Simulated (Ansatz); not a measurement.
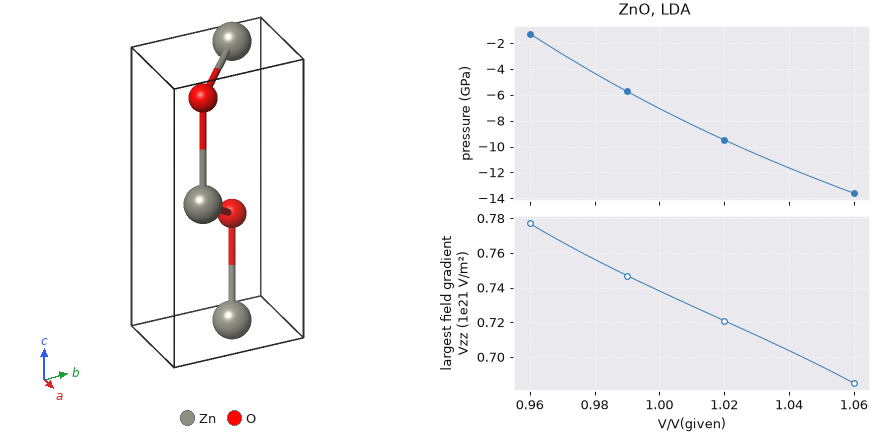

The plot gives the computed pressure and largest field gradient Vzz against V/V(given) for ZnO, space group P6_3mc (No. 186). The conventional cell is drawn beside the plot.

Starting cell:
```xyz
4
Lattice="3.2494 0.0000 0.0000 -1.6247 2.8141 0.0000 0.0000 0.0000 5.2038" Properties=species:S:1:pos:R:3 pbc="T T T"
Zn    0.0000    1.8761    0.0000
Zn    1.6247    0.9380    2.6019
O     0.0000    1.8761    1.9884
O     1.6247    0.9380    4.5903
```

How it was computed, with Ansatz 0.2.0: periodic Kohn-Sham DFT of a crystal at fixed atoms, scaled to the stated factor times the given cell; pressure positive in compression. Level: LDA.

```
       setting            value
        method  frozen-core PAW
    relativity           scalar
        k mesh            8×8×5
   occupations      Fermi–Dirac
smearing width          0.01 eV
   wave cutoff           420 eV
       PAW set           soft_2
```

V(given) is 11.90 Å³/atom.

Q: Read off the course of the pressure.

A: It falls from −1.3 GPa at V/V(given) 0.96 to −13.6 GPa at 1.06.

Q: What does the largest field gradient Vzz do across the range?

A: It falls from 0.777 1e21 V/m² at V/V(given) 0.96 to 0.685 1e21 V/m² at 1.06.

Note: PAW files made with PBE; the volumes run don't bracket the minimum of the energy, so any equilibrium value is extrapolated; shape and atomic fractions are frozen while scaling, which makes layered, chain and framework solids too stiff.
